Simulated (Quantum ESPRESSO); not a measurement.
# Rb: 7 runs along one coordinate

System: Rb (Im-3m, 1 atom in the cell).
Method: Kohn-Sham DFT of a periodic cell, r2SCAN, SG15 PBE 1.2, no spin polarisation (Quantum ESPRESSO 7.5).

The 7 runs differ only in the geometry, by an even scaling of the cell at fixed fractional positions. The structure derives from an entry of the Crystallography Open Database.

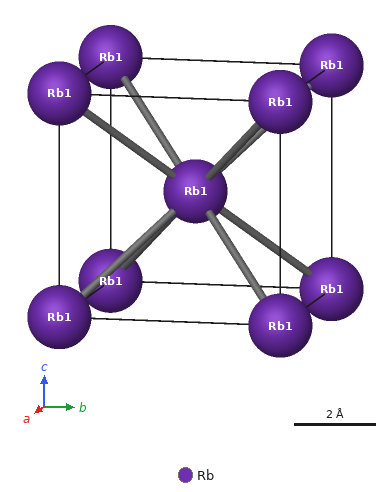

Figure 1. The structure of run 4 (ball-and-stick view of the cell 2 times as large as that of the calculation, set on its symmetry axes, seen slightly off an axis; atoms are numbered from 1 in the order of the input). An atom can appear more than once, as a periodic image.

**Input of run 4**
```
&CONTROL
  calculation = 'scf'
  prefix = 'pwscf'
  outdir = './tmp'
  pseudo_dir = './pseudo'
  tprnfor = .true.
  tstress = .true.
  disk_io = 'nowf'
/
&SYSTEM
  ibrav = 0
  nat = 1
  ntyp = 1
  ecutwfc = 46
  nbnd = 10
  input_dft = 'r2scan'
  occupations = 'smearing'
  smearing = 'fd'
  degauss = 0.00367493
  nosym = .true.
  nr1 = 48
  nr2 = 48
  nr3 = 48
/
&ELECTRONS
  conv_thr = 1d-08
  electron_maxstep = 120
  mixing_beta = 0.5
/
ATOMIC_SPECIES
Rb    85.4678 Rb_ONCV_PBE-1.2.upf
CELL_PARAMETERS angstrom
  -2.8025000000    2.8025000000    2.8025000000
   2.8025000000   -2.8025000000    2.8025000000
   2.8025000000    2.8025000000   -2.8025000000
ATOMIC_POSITIONS crystal
Rb     0.0000000000    0.0000000000    0.0000000000
K_POINTS automatic
5 5 5 0 0 0
```

Command:
```bash
OMP_NUM_THREADS=1 mpirun -n 2 pw.x -nk 2 -in pw.in > pw.out
```

Lattice vectors (Å) and fractional positions of run 4:
```
  -2.802500    2.802500    2.802500
   2.802500   -2.802500    2.802500
   2.802500    2.802500   -2.802500
Rb  0.000000  0.000000  0.000000
```

Run 3 differs from it as follows:
```diff
-  -2.8025000000    2.8025000000    2.8025000000
-   2.8025000000   -2.8025000000    2.8025000000
-   2.8025000000    2.8025000000   -2.8025000000
+  -2.7836907084    2.7836907084    2.7836907084
+   2.7836907084   -2.7836907084    2.7836907084
+   2.7836907084    2.7836907084   -2.7836907084
```

**Results, with one run withheld**

| run | volume per atom (Å³) | free energy per atom, from the lowest run given (meV) | pressure (GPa) |
| --- | --- | --- | --- |
| 1 | 82.761 | 12.25 | 0.40 |
| 2 | 84.522 | 8.28 | 0.32 |
| 3 | 86.283 | ? | ? |
| 4 | 88.043 | 2.86 | 0.18 |
| 5 | 89.804 | 1.26 | 0.11 |
| 6 | 91.565 | 0.33 | 0.06 |
| 7 | 93.326 | 0.00 | 0.00 |

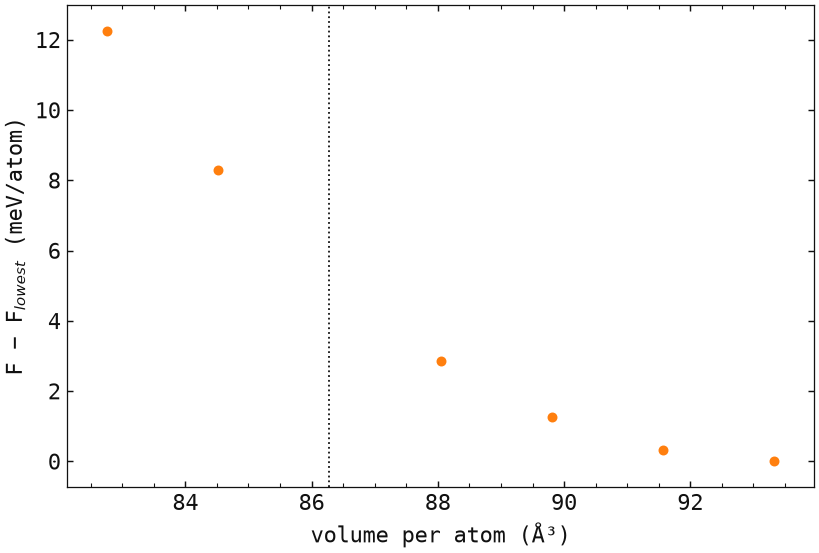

Figure 2. Free energy per atom of the runs given; the dotted line marks run 3.

What should run 3 give?

A cubic polynomial in V^(−2/3) (the Birch–Murnaghan form), fitted to the 6 runs given, misses them by under 0.01 meV per atom. With x = V^(−2/3) − 0.05047 Å⁻², it reads F = 2.6915 + 2803.4 x + 7.2398e+05 x² − 2.9449e+06 x³ (meV per atom). At run 3 it gives 5.17 meV per atom, and the run itself gives 5.17. The slope of the fit gives a pressure −dF/dV of 0.25 GPa there, and the run prints 0.25 GPa. The fit has no minimum inside this range.

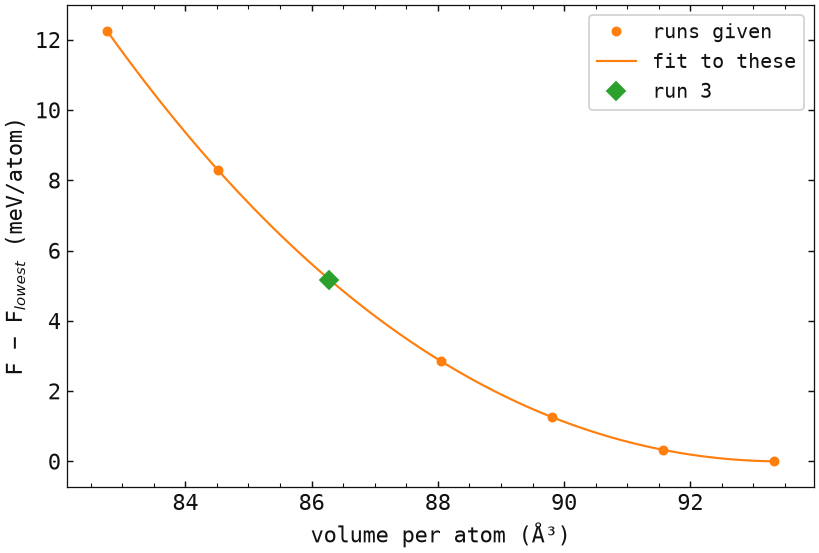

Figure 3. The fit and the withheld run.

**Some lines of the output (run 3)**
```
[...]
     unit-cell volume          =     582.2635 (a.u.)^3
     number of k points=    63  Fermi-Dirac smearing, width (Ry)=  0.0037
     total energy              =     -48.93739110 Ry
     total energy              =     -48.95702373 Ry
     total energy              =     -48.96090718 Ry
     total energy              =     -48.96122864 Ry
     total energy              =     -48.96125169 Ry
     total energy              =     -48.96125274 Ry
     total energy              =     -48.96125281 Ry
     the Fermi energy is     2.2419 ev
!    total energy              =     -48.96125282 Ry
     The total energy is F=E-TS. E is the sum of the following terms:
     Computing stress (Cartesian axis) and pressure
          total   stress  (Ry/bohr**3)                   (kbar)     P=        2.46
```

Notes: Further notes kept with the run: potentials made for another functional. Points of doubt noted for this run: coarse mesh; potentials made for another functional.
